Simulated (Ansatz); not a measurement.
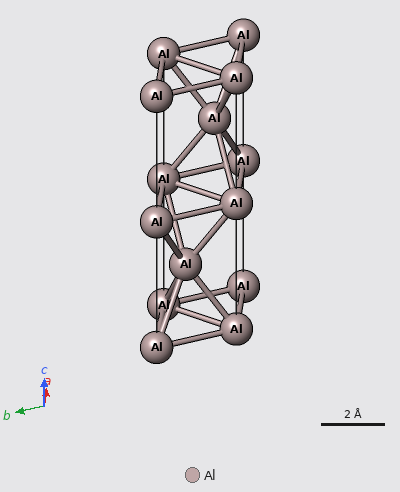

Figure 1. The starting structure (ball-and-stick view of the cell of the calculation, seen at an oblique angle). An atom can appear more than once, as a periodic image. Near neighbours in the periodic cell (some may lie outside the picture): Al has 12 Al at 2.82 to 2.83 Å.

Run report: Al, geometry relaxation (part 1 of 2)

- system: Al (4 atoms in the cell)
- method: DFT PBE, scalar-relativistic, plane waves, PAW, no spin polarisation (Ansatz 0.2.0)

The structure derives from a Materials Project entry.

### Log
```
Engine: ansatz 0.2.0, x86_64-unknown-linux-gnu
Pseudopotentials: kind: paw
Pseudopotential: Al, paw, valence charge 3, recommended cutoff 420 eV (normal), Al.paw.azcp
Functional definition: PBE
  parameter kappa = 0.804
  parameter beta = 0.06672455060314922
  exchange = pbe_x(kappa = kappa, mu = beta*pi^2/3)
  correlation = pbe_c(beta = beta)
Crystal: 4 atoms, lattice volume = 63.582 Å³
Basis set: ecut = 420 eV, 1255 PW (Γ), exchange–correlation on 40×40×128 points (8 copies of the dense FFT grid, shifted against one another)
Bands: 10, of which v1, the nominal top of the filled ones, is band 6 counted from 1 (5 counted from 0)
Symmetry: 24 space group operations
Space group: P63/mmc (ITA 194), of the structure as read, at distance tolerance 4.0e-5 Å
k-points: 148 of 1944
Non-local potential: Al, projectors of the file, l = 0: 2, l = 1: 2, l = 2: 1
PAW form: soft (Blöchl's): semilocal exchange-correlation on the pseudo side does not see the compensation charge
PAW one-centre angular grid: Al, 110 points (default); XC on 64 Gauss nodes
Initial density: superposition of atomic densities (neutral atoms: chi_scale 0, normalization atom), corrected by the library's trained network
Initial wavefunctions: pseudopotential atomic-orbital guess
Functional: x = pbe(κ = 0.804, μ = 0.2195149727645171), c = pbe(β = 0.06672455060314922)
SCF iter   1: F=—  HF=-2149.935790 eV  |F-HF|=—  |Δ(HF+E_count)|=         —  Δρ=1.24e-3  dr2=1.00e-3  ethr=1.77e-3  ⟨swp⟩=6.9  Hψ=28151  notcnv=0  defer=22
automatic band count: the SCF goes on with 14 bands, as 10 were too few: the levels above may hold too much charge
preconditioner: auto → none  [metal: Δε(μ)=0.005 eV  Ē_g=9.122 eV  σ=0.100 eV  W_gap=0.03  n_scr=6 (ndim 8)  ℏωp=16.1 eV  f_vac=0.000  D(μ)=1.56/eV (n_scr^D=6)  sad-step TF]
SCF iter   2: F=—  HF=-2149.935716 eV  |F-HF|=—  |Δ(HF+E_count)|=   7.37e-5  Δρ=7.68e-4  dr2=4.01e-4  ethr=8.34e-6  ⟨swp⟩=1.1  Hψ=3310  notcnv=0  defer=30
SCF iter   3: F=—  HF=-2149.935659 eV  |F-HF|=—  |Δ(HF+E_count)|=   5.78e-5  Δρ=5.92e-5  dr2=4.40e-6  ethr=3.34e-6  ⟨swp⟩=1.8  Hψ=2268  notcnv=0  defer=30
SCF iter   4: F=—  HF=-2149.935752 eV  |F-HF|=—  |Δ(HF+E_count)|=   9.32e-5  Δρ=2.03e-5  dr2=2.19e-7  ethr=3.67e-8  ⟨swp⟩=2.3  Hψ=2488  notcnv=0  defer=30
iter 5 did not close the SCF: its close was put off for the readings that it lacked (scf_convergence_deferred on its scf_iter line)
SCF iter   5: F=-2149.935752 eV  HF=-2149.935752 eV  |F-HF|=2.73e-9  |Δ(HF+E_count)|=   1.44e-7  Δρ=3.74e-6  dr2=1.34e-8  ethr=1.83e-9  ⟨swp⟩=2.4  Hψ=2588  notcnv=0  defer=30
SCF iter   6: F=-2149.935752 eV  HF=-2149.935752 eV  |F-HF|=3.41e-10  |Δ(HF+E_count)|=   3.73e-9  Δρ=7.83e-7  dr2=6.17e-10  ethr=1.12e-10  ⟨swp⟩=5.6  Hψ=9780  notcnv=0
SCF 1 converged in 6 iterations: F = -2149.935752 eV  dr2 = 6.17e-10
  greatest PAW one-centre occupation: 0.452 electrons in one spin orbital (limit 2), on the Al atom at site 2 (counted from 0), in its partial waves of l = 0
relax step   1: F+E_penalty+E_count = -2149.93575196 eV  Δ(F+E_penalty+E_count) = +0.000e0 eV  max|allowed force component| = 4.626e-17 eV/Å  Δτ_max = 0.0000 Å  P = +3.417 GPa  Ω = 63.582 Å³  (6 SCF iters, dr2 threshold 1.00e-7 eV, accepted)
Crystal: 4 atoms, lattice volume = 66.587 Å³
Basis set: ecut = 420 eV, 1315 PW (Γ), exchange–correlation on 40×40×128 points (8 copies of the dense FFT grid, shifted against one another)
Bands: 14, of which v1, the nominal top of the filled ones, is band 6 counted from 1 (5 counted from 0)
Initial density: handed on by an earlier stage of this run
Initial wavefunctions: those handed on with the density
iter 1 solved again at ethr=9.83e-6 eV; its pass at ethr=3.10e-3 eV (dr2=1.18e-3 eV) is discarded
SCF iter   1: F=—  HF=-2149.962928 eV  |F-HF|=—  |Δ(HF+E_count)|=         —  Δρ=1.29e-3  dr2=1.19e-3  ethr=9.83e-6  ⟨swp⟩=1.5  Hψ=15982  notcnv=0
preconditioner: auto → none  [metal: Δε(μ)=0.031 eV  Ē_g=8.854 eV  σ=0.100 eV  W_gap=0.17  n_scr=6 (ndim 8)  ℏωp=15.8 eV  f_vac=0.000  D(μ)=1.49/eV (n_scr^D=4)]
SCF iter   2: F=—  HF=-2149.961911 eV  |F-HF|=—  |Δ(HF+E_count)|=   1.02e-3  Δρ=6.13e-4  dr2=2.65e-4  ethr=9.83e-6  ⟨swp⟩=1.0  Hψ=2072  notcnv=0
SCF iter   3: F=—  HF=-2149.961641 eV  |F-HF|=—  |Δ(HF+E_count)|=   2.70e-4  Δρ=1.29e-5  dr2=1.02e-7  ethr=2.21e-6  ⟨swp⟩=1.0  Hψ=2078  notcnv=0
iter 4 did not close the SCF: its close was put off for the readings that it lacked (scf_convergence_deferred on its scf_iter line)
SCF iter   4: F=-2149.961641 eV  HF=-2149.961641 eV  |F-HF|=2.27e-8  |Δ(HF+E_count)|=   2.14e-7  Δρ=3.28e-6  dr2=2.81e-8  ethr=8.53e-10  ⟨swp⟩=2.0  Hψ=2981  notcnv=0
iter 5 did not close the SCF: its close was put off for the readings that it lacked (scf_convergence_deferred on its scf_iter line)
SCF iter   5: F=-2149.961641 eV  HF=-2149.961641 eV  |F-HF|=4.14e-11  |Δ(HF+E_count)|=   7.02e-9  Δρ=9.65e-7  dr2=6.94e-10  ethr=2.34e-10  ⟨swp⟩=2.0  Hψ=2592  notcnv=0
SCF iter   6: F=-2149.961641 eV  HF=-2149.961641 eV  |F-HF|=1.05e-11  |Δ(HF+E_count)|=  2.09e-10  Δρ=1.89e-7  dr2=1.52e-11  ethr=5.78e-12  ⟨swp⟩=1.4  Hψ=5875  notcnv=0
SCF 2 converged in 6 iterations: F = -2149.961641 eV  dr2 = 1.52e-11
  greatest PAW one-centre occupation: 0.451 electrons in one spin orbital (limit 2), on the Al atom at site 2 (counted from 0), in its partial waves of l = 0
relax step   2: F+E_penalty+E_count = -2149.96164086 eV  Δ(F+E_penalty+E_count) = -2.589e-2 eV  max|allowed force component| = 4.106e-17 eV/Å  Δτ_max = 0.0000 Å  P = -0.482 GPa  Ω = 66.587 Å³  energy of the carried Pulay correction = -1.401e-3 eV  (6 SCF iters, dr2 threshold 4.00e-7 eV, accepted)
Crystal: 4 atoms, lattice volume = 66.225 Å³
Basis set: ecut = 420 eV, 1303 PW (Γ), exchange–correlation on 40×40×128 points (8 copies of the dense FFT grid, shifted against one another)
iter 1 solved again at ethr=3.05e-7 eV; its pass at ethr=3.10e-3 eV (dr2=3.66e-5 eV) is discarded
SCF iter   1: F=—  HF=-2149.962794 eV  |F-HF|=—  |Δ(HF+E_count)|=         —  Δρ=2.30e-4  dr2=4.07e-5  ethr=3.05e-7  ⟨swp⟩=2.2  Hψ=14882  notcnv=0
preconditioner: auto → none  [metal: Δε(μ)=0.061 eV  Ē_g=8.889 eV  σ=0.100 eV  W_gap=0.33  n_scr=6 (ndim 8)  ℏωp=15.8 eV  f_vac=0.000  D(μ)=1.46/eV (n_scr^D=4)]
SCF iter   2: F=—  HF=-2149.962816 eV  |F-HF|=—  |Δ(HF+E_count)|=   2.21e-5  Δρ=1.01e-4  dr2=7.57e-6  ethr=3.05e-7  ⟨swp⟩=1.0  Hψ=2072  notcnv=0
iter 3 did not close the SCF: its close was put off for the readings that it lacked (scf_convergence_deferred on its scf_iter line)
SCF iter   3: F=-2149.962811 eV  HF=-2149.962811 eV  |F-HF|=1.23e-7  |Δ(HF+E_count)|=   5.30e-6  Δρ=7.89e-6  dr2=1.43e-7  ethr=6.31e-8  ⟨swp⟩=1.2  Hψ=2295  notcnv=0
iter 4 did not close the SCF: its close was put off for the readings that it lacked (scf_convergence_deferred on its scf_iter line)
SCF iter   4: F=-2149.962811 eV  HF=-2149.962811 eV  |F-HF|=6.57e-9  |Δ(HF+E_count)|=   4.99e-8  Δρ=2.40e-6  dr2=7.97e-9  ethr=1.19e-9  ⟨swp⟩=2.0  Hψ=2612  notcnv=0
iter 5 did not close the SCF: its close was put off for the readings that it lacked (scf_convergence_deferred on its scf_iter line)
SCF iter   5: F=-2149.962811 eV  HF=-2149.962811 eV  |F-HF|=3.75e-10  |Δ(HF+E_count)|=   3.02e-9  Δρ=5.59e-7  dr2=4.84e-10  ethr=6.64e-11  ⟨swp⟩=1.6  Hψ=2487  notcnv=0
SCF iter   6: F=-2149.962811 eV  HF=-2149.962811 eV  |F-HF|=3.64e-12  |Δ(HF+E_count)|=  1.54e-10  Δρ=5.80e-8  dr2=5.01e-12  ethr=4.03e-12  ⟨swp⟩=1.4  Hψ=5805  notcnv=0
SCF 3 converged in 6 iterations: F = -2149.962811 eV  dr2 = 5.01e-12
relax step   3: F+E_penalty+E_count = -2149.96281101 eV  Δ(F+E_penalty+E_count) = -1.170e-3 eV  max|allowed force component| = 3.469e-18 eV/Å  Δτ_max = 0.0000 Å  P = -0.056 GPa  Ω = 66.225 Å³  energy of the carried Pulay correction = -1.232e-3 eV  (6 SCF iters, dr2 threshold 4.00e-7 eV, accepted)
Crystal: 4 atoms, lattice volume = 66.166 Å³
iter 1 solved again at ethr=9.91e-8 eV; its pass at ethr=3.10e-3 eV (dr2=1.19e-5 eV) is discarded
SCF iter   1: F=—  HF=-2149.962885 eV  |F-HF|=—  |Δ(HF+E_count)|=         —  Δρ=1.23e-4  dr2=1.26e-5  ethr=9.91e-8  ⟨swp⟩=2.5  Hψ=14573  notcnv=0
preconditioner: auto → none  [metal: Δε(μ)=0.055 eV  Ē_g=8.896 eV  σ=0.100 eV  W_gap=0.30  n_scr=6 (ndim 8)  ℏωp=15.8 eV  f_vac=0.000  D(μ)=1.46/eV (n_scr^D=4)]
SCF iter   2: F=—  HF=-2149.962920 eV  |F-HF|=—  |Δ(HF+E_count)|=   3.57e-5  Δρ=5.08e-5  dr2=2.10e-6  ethr=9.91e-8  ⟨swp⟩=1.0  Hψ=2072  notcnv=0
SCF iter   3: F=—  HF=-2149.962920 eV  |F-HF|=—  |Δ(HF+E_count)|=   7.38e-7  Δρ=4.71e-6  dr2=6.09e-8  ethr=1.75e-8  ⟨swp⟩=1.5  Hψ=2503  notcnv=0
iter 4 did not close the SCF: its close was put off for the readings that it lacked (scf_convergence_deferred on its scf_iter line)
SCF iter   4: F=-2149.962920 eV  HF=-2149.962920 eV  |F-HF|=4.37e-10  |Δ(HF+E_count)|=   1.65e-8  Δρ=1.35e-6  dr2=9.62e-10  ethr=5.07e-10  ⟨swp⟩=2.1  Hψ=2577  notcnv=0
iter 5 did not close the SCF: its close was put off for the readings that it lacked (scf_convergence_deferred on its scf_iter line)
SCF iter   5: F=-2149.962920 eV  HF=-2149.962920 eV  |F-HF|=5.73e-11  |Δ(HF+E_count)|=  3.06e-10  Δρ=2.70e-7  dr2=9.45e-11  ethr=8.02e-12  ⟨swp⟩=2.2  Hψ=2914  notcnv=0
SCF iter   6: F=-2149.962920 eV  HF=-2149.962920 eV  |F-HF|=4.55e-13  |Δ(HF+E_count)|=  1.91e-11  Δρ=4.79e-8  dr2=1.47e-12  ethr=1.00e-12  ⟨swp⟩=1.3  Hψ=5508  notcnv=0
SCF 4 converged in 6 iterations: F = -2149.962920 eV  dr2 = 1.47e-12
relax step   4: F+E_penalty+E_count = -2149.96291955 eV  Δ(F+E_penalty+E_count) = -1.085e-4 eV  max|allowed force component| = 5.898e-17 eV/Å  Δτ_max = 0.0000 Å  P = +0.016 GPa  Ω = 66.166 Å³  energy of the carried Pulay correction = -1.204e-3 eV  (6 SCF iters, dr2 threshold 4.72e-8 eV, accepted)
Initial wavefunctions: pseudopotential atomic-orbital guess (no wavefunctions were taken with the density)
iter 1 solved again at ethr=8.92e-9 eV; its pass at ethr=3.10e-3 eV (dr2=1.07e-6 eV) is discarded
SCF iter   1: F=—  HF=-2149.964383 eV  |F-HF|=—  |Δ(HF+E_count)|=         —  Δρ=4.10e-5  dr2=1.05e-7  ethr=8.92e-9  ⟨swp⟩=3.3  Hψ=20732  notcnv=0  defer=1
SCF iter   2: F=—  HF=-2149.964424 eV  |F-HF|=—  |Δ(HF+E_count)|=   4.08e-5  Δρ=2.11e-5  dr2=3.05e-8  ethr=8.73e-10  ⟨swp⟩=2.0  Hψ=2994  notcnv=0
SCF iter   3: F=—  HF=-2149.964424 eV  |F-HF|=—  |Δ(HF+E_count)|=   3.22e-7  Δρ=3.59e-6  dr2=1.14e-8  ethr=2.54e-10  ⟨swp⟩=2.0  Hψ=2969  notcnv=0
SCF iter   4: F=—  HF=-2149.964424 eV  |F-HF|=—  |Δ(HF+E_count)|=   3.73e-9  Δρ=5.95e-7  dr2=2.00e-10  ethr=9.51e-11  ⟨swp⟩=1.8  Hψ=2534  notcnv=0
iter 5 did not close the SCF: its close was put off for the readings that it lacked (scf_convergence_deferred on its scf_iter line)
SCF iter   5: F=-2149.964424 eV  HF=-2149.964424 eV  |F-HF|=9.09e-13  |Δ(HF+E_count)|=  1.12e-10  Δρ=1.32e-7  dr2=9.43e-12  ethr=1.67e-12  ⟨swp⟩=2.0  Hψ=2597  notcnv=0
SCF iter   6: F=-2149.964424 eV  HF=-2149.964424 eV  |F-HF|=9.09e-13  |Δ(HF+E_count)|=  2.73e-12  Δρ=7.67e-9  dr2=2.51e-14  ethr=1.00e-12  ⟨swp⟩=2.5  Hψ=6133  notcnv=0
SCF 5 converged in 6 iterations: F = -2149.964424 eV  dr2 = 2.51e-14
relax step   5: F+E_penalty+E_count = -2149.96442384 eV  Δ(F+E_penalty+E_count) = -1.504e-3 eV  max|allowed force component| = 5.551e-17 eV/Å  Δτ_max = 0.0000 Å  P = +0.049 GPa  Ω = 66.166 Å³  stress off target by 5.04e-2 GPa  SCF on the basis re-selected at this cell (its energy is not comparable with the rows above)  (6 SCF iters)
basis re-selected at this cell: Δ(F+E_penalty+E_count) = -1.504e-3 eV, ΔP = +0.034 GPa vs the last step (what re-selecting the basis moved, of the pressure what is left beyond the Pulay correction that the steps carried, after the strain that the cell walked since its last selection, with what the two solves' SCF thresholds leave and, on support functions, any second-order correction that the steps lacked; it is no measure of the basis error at this ecutwfc). This SCF's stress stands 5.04e-2 GPa from its target on what of the cell is left free (relax.cell.stress_tol is 5.00e-2 GPa) and its largest allowed force component is 5.55e-17 eV/Å (relax.f_tol is 5.00e-3 eV/Å): not within both, so this SCF does not close the relaxation
Crystal: 4 atoms, lattice volume = 66.204 Å³
iter 1 solved again at ethr=1.16e-9 eV; its pass at ethr=3.10e-3 eV (dr2=1.39e-7 eV) is discarded
SCF iter   1: F=—  HF=-2149.964375 eV  |F-HF|=—  |Δ(HF+E_count)|=         —  Δρ=1.55e-5  dr2=1.70e-7  ethr=1.16e-9  ⟨swp⟩=2.1  Hψ=14831  notcnv=0
preconditioner: auto → none  [metal: Δε(μ)=0.055 eV  Ē_g=8.893 eV  σ=0.100 eV  W_gap=0.30  n_scr=6 (ndim 8)  ℏωp=15.8 eV  f_vac=0.000  D(μ)=1.46/eV (n_scr^D=4)]
SCF iter   2: F=—  HF=-2149.964414 eV  |F-HF|=—  |Δ(HF+E_count)|=   3.91e-5  Δρ=7.09e-6  dr2=3.69e-8  ethr=1.16e-9  ⟨swp⟩=2.0  Hψ=2973  notcnv=0
SCF iter   3: F=—  HF=-2149.964414 eV  |F-HF|=—  |Δ(HF+E_count)|=   3.98e-8  Δρ=2.53e-6  dr2=1.75e-8  ethr=3.08e-10  ⟨swp⟩=2.1  Hψ=2595  notcnv=0
iter 4 did not close the SCF: its close was put off for the readings that it lacked (scf_convergence_deferred on its scf_iter line)
SCF iter   4: F=-2149.964414 eV  HF=-2149.964414 eV  |F-HF|=2.70e-10  |Δ(HF+E_count)|=   4.92e-9  Δρ=5.31e-7  dr2=4.14e-10  ethr=1.46e-10  ⟨swp⟩=1.7  Hψ=2489  notcnv=0
iter 5 did not close the SCF: its close was put off for the readings that it lacked (scf_convergence_deferred on its scf_iter line)
SCF iter   5: F=-2149.964414 eV  HF=-2149.964414 eV  |F-HF|=1.77e-11  |Δ(HF+E_count)|=  8.82e-11  Δρ=1.94e-7  dr2=3.74e-11  ethr=3.45e-12  ⟨swp⟩=1.5  Hψ=2340  notcnv=0
SCF iter   6: F=-2149.964414 eV  HF=-2149.964414 eV  |F-HF|=1.36e-12  |Δ(HF+E_count)|=  3.64e-12  Δρ=7.78e-9  dr2=4.57e-14  ethr=1.00e-12  ⟨swp⟩=1.9  Hψ=5209  notcnv=0
SCF 6 converged in 6 iterations: F = -2149.964414 eV  dr2 = 4.57e-14
relax step   6: F+E_penalty+E_count = -2149.96441356 eV  Δ(F+E_penalty+E_count) = +1.029e-5 eV  max|allowed force component| = 2.024e-17 eV/Å  Δτ_max = 0.0000 Å  P = +0.004 GPa  Ω = 66.204 Å³  energy of the carried Pulay correction = -1.668e-5 eV  (6 SCF iters, dr2 threshold 6.36e-9 eV, accepted)
iter 1 solved again at ethr=8.34e-9 eV; its pass at ethr=3.10e-3 eV (dr2=1.00e-6 eV) is discarded
SCF iter   1: F=—  HF=-2149.964391 eV  |F-HF|=—  |Δ(HF+E_count)|=         —  Δρ=2.83e-6  dr2=7.20e-9  ethr=8.34e-9  ⟨swp⟩=3.0  Hψ=20702  notcnv=0
SCF iter   2: F=—  HF=-2149.964430 eV  |F-HF|=—  |Δ(HF+E_count)|=   3.92e-5  Δρ=1.90e-6  dr2=5.78e-9  ethr=6.00e-11  ⟨swp⟩=2.9  Hψ=3527  notcnv=0
SCF iter   3: F=—  HF=-2149.964430 eV  |F-HF|=—  |Δ(HF+E_count)|=  9.82e-10  Δρ=1.13e-6  dr2=1.35e-9  ethr=4.82e-11  ⟨swp⟩=1.0  Hψ=2083  notcnv=0
SCF iter   4: F=—  HF=-2149.964430 eV  |F-HF|=—  |Δ(HF+E_count)|=  1.22e-10  Δρ=7.13e-7  dr2=4.03e-10  ethr=1.13e-11  ⟨swp⟩=1.0  Hψ=2072  notcnv=0
iter 5 did not close the SCF: its close was put off for the readings that it lacked (scf_convergence_deferred on its scf_iter line)
SCF iter   5: F=-2149.964430 eV  HF=-2149.964430 eV  |F-HF|=9.09e-13  |Δ(HF+E_count)|=  3.14e-11  Δρ=3.67e-8  dr2=4.20e-13  ethr=3.36e-12  ⟨swp⟩=2.1  Hψ=2611  notcnv=0
SCF iter   6: F=-2149.964430 eV  HF=-2149.964430 eV  |F-HF|=0.00e0  |Δ(HF+E_count)|=  4.55e-13  Δρ=5.26e-9  dr2=4.11e-14  ethr=1.00e-12  ⟨swp⟩=2.4  Hψ=5743  notcnv=0
SCF 7 converged in 6 iterations: F = -2149.964430 eV  dr2 = 4.11e-14
relax step   7: F+E_penalty+E_count = -2149.96443023 eV  Δ(F+E_penalty+E_count) = -1.668e-5 eV  max|allowed force component| = 2.486e-17 eV/Å  Δτ_max = 0.0000 Å  P = +0.004 GPa  Ω = 66.204 Å³  stress off target by 6.09e-3 GPa  SCF on the basis re-selected at this cell (its energy is not comparable with the rows above)  (6 SCF iters)
```
